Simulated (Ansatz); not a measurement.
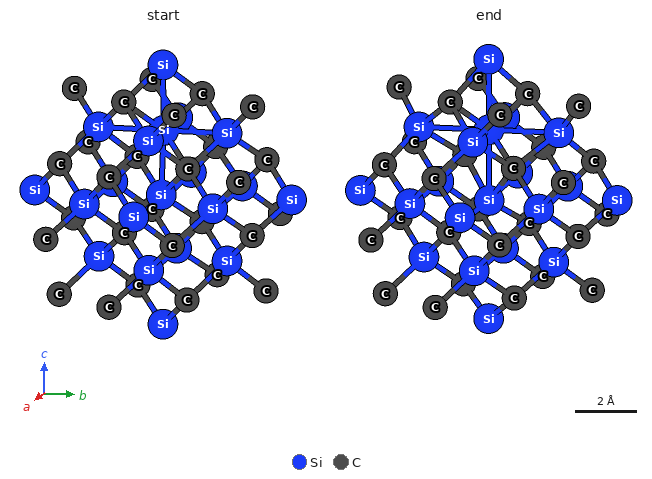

The structure of a defect cell of composition Si₃₃C₃₂ (cell charge −2) before (left) and after (right) a relaxation, at one scale.

A ball-and-stick model of the atoms within 5.0 Å of the atom that moves most (axes of the cell of the calculation (origin shifted)), seen slightly off an axis.

Computed with DFT, PBEsol, PAW, plane waves in Ansatz 0.2.0. Set-up: plane-wave cutoff 420 eV; k-point mesh 1 × 1 × 1; mesh shifted by (0.25, 0.25, 0.25); no spin polarisation; atoms relaxed in a fixed cell; force threshold 0.03 eV/Å; at most 80 steps.

Q: Describe what moved and what it gained.

A: After 5 accepted moves (6 points after the start) the energy has fallen by 3.513 eV per cell of the calculation. The largest force component goes from 5.2 to 0.021 eV/Å. The line search rejected the trial step at point 3 of the run. A Si atom moves most: 0.20 Å roughly along [−1 1 −3]. Largest moves by element: Si 0.20 Å, C 0.10 Å. The cell doesn't change. Near-neighbour distances that change, for instance: Si–Si 2.165 → 2.379 Å, Si–Si 2.147 → 2.361 Å, Si–Si 2.187 → 2.380 Å, Si–Si 2.170 → 2.360 Å. Bond angles that change, for instance: C–Si–C 110.6° → 97.9°, C–Si–C 110.1° → 97.9°, C–Si–C 109.5° → 97.9°. Cost: 12 s on 8 threads of AMD EPYC 9R45 96-Core Processor, peak memory 1.2 GiB.

Limits of the set-up: the cell is charged, on a uniform background, and energies carry no finite-size correction.
